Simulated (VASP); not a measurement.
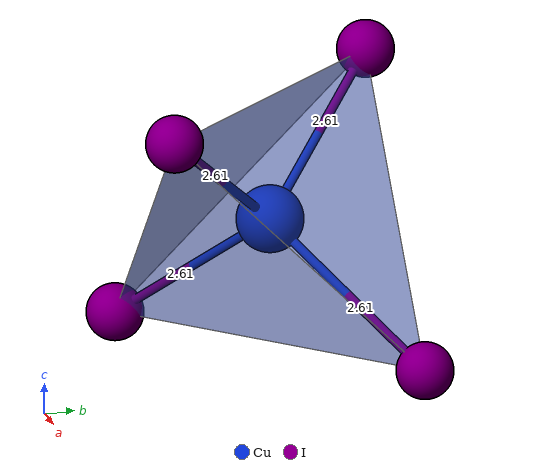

The CuI4 unit about Cu in CuI. Source: the geometry relaxed with VASP 6.6.1, VASP Kohn-Sham DFT of a periodic cell, r2SCAN, VASP PAW PBE potentials, recommended.

CuI, space group F-43m (No. 216), a = 6.022 Å, b = 6.022 Å, c = 6.022 Å, α = 90.00°, β = 90.00°, γ = 90.00°

```json
{"site": "I", "Wyckoff": "4a", "x": "0.0000", "y": "0.0000", "z": "0.0000"}
{"site": "Cu", "Wyckoff": "4c", "x": "0.2500", "y": "0.2500", "z": "0.2500"}
```

**Give the distortion indices.**

It is closest to the tetrahedron.

```csv
measure,value
mean bond length,2.608 Å
bond-length distortion index (Baur),0.000
effective coordination number (Hoppe),4.00
shape measure against the tetrahedron,0.00
shape measure against the see-saw,9.79
centre off the ligands' centroid by,0.00 Å
polyhedral volume,9.10 Å³
quadratic elongation,1.000
bond-angle variance,0.0 deg²
τ4,1.00
```
